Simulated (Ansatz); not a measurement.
# BP (F-43m): refractive index against wavelength

The refractive index of BP (F-43m) below the direct gap (3.40 eV on the mesh) is read from one computed spectrum, n = √(Re ε).

It takes space group F-43m (No. 216, cubic). Conventional cell: a = 4.538 Å, b = 4.538 Å, c = 4.538 Å, α = 90.00°, β = 90.00°, γ = 90.00°. P on site c has 4 B at 1.97 Å as nearest neighbours. B on site a is surrounded by 4 P at 1.97 Å.

Method: Ansatz 0.2.0, PBE, independent particles, k-mesh 12×12×12 with interpolation inside its cells, Gaussian parameter 0.15 eV.

Launch of the response step: `ansatz run input.yaml --threads 4 --pin off --max-ram 8192MiB --backend cpu --events-out ev --progress --plain --runs-dir out`. The run took 3 s, on 4 threads of Arm Neoverse V2, with other jobs on the host.

| wavelength (nm) | photon energy E (eV) | n |
| --- | --- | --- |
| 1550 | 0.800 | 3.1078 |
| 1310 | 0.946 | 3.1187 |
| 1064 | 1.165 | 3.1387 |
| 850 | 1.459 | 3.1736 |
| 700 | 1.771 | 3.2222 |
| 633 | 1.959 | 3.2581 |
| 532 | 2.331 | ? |

In the single-oscillator model n² − 1 = E₀E_d/(E₀² − E²), so 1/(n² − 1) = E₀/E_d − E²/(E₀E_d) is linear in E².

Working, on the rows shown:

| x = E² (eV²) | y = 1/(n² − 1) |
| --- | --- |
| 0.639837 | 0.115495 |
| 0.895757 | 0.114596 |
| 1.35784 | 0.112976 |
| 2.12762 | 0.110232 |
| 3.13716 | 0.106581 |
| 3.83641 | 0.104002 |

Means: x̄ = 1.9991, ȳ = 0.11065. Σ(x − x̄)(y − ȳ) = -0.02933, Σ(x − x̄)² = 8.164. Slope = -0.02933 / 8.164 = -0.003593; intercept = ȳ − slope · x̄ = 0.11783. Turned back into n, the line misses the rows shown by at most 0.00062.

**Question.** Fill in the last column of the withheld row.

**Answer.** At x = 5.4314 the line gives y = 0.098315, that is 3.3424. The run gave 3.3483, so the extrapolation is off by 0.0059, 2 % of the range in the table.

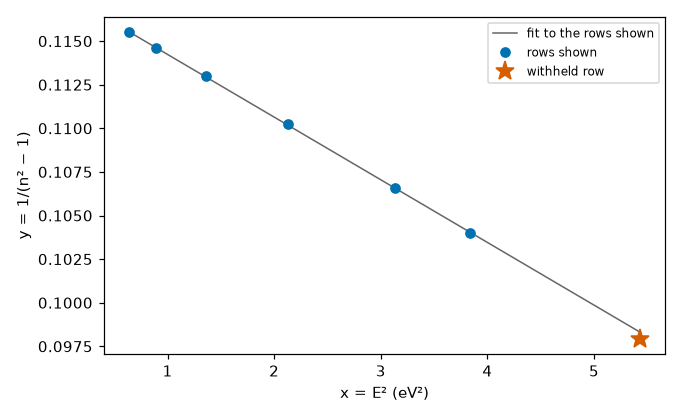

Refitted with all rows, the slope is -0.003655 and the intercept 0.11793. These give E₀ = √(intercept/−slope) = 5.68 eV and E_d = E₀/intercept = 48.2 eV; E₀ is 1.7 times the direct gap. The electronic limit at long wavelengths, without lattice vibrations, is n = √(1 + 1/intercept) = 3.079. Excitons are left out and so are local fields; PBE gaps are as a rule too small.
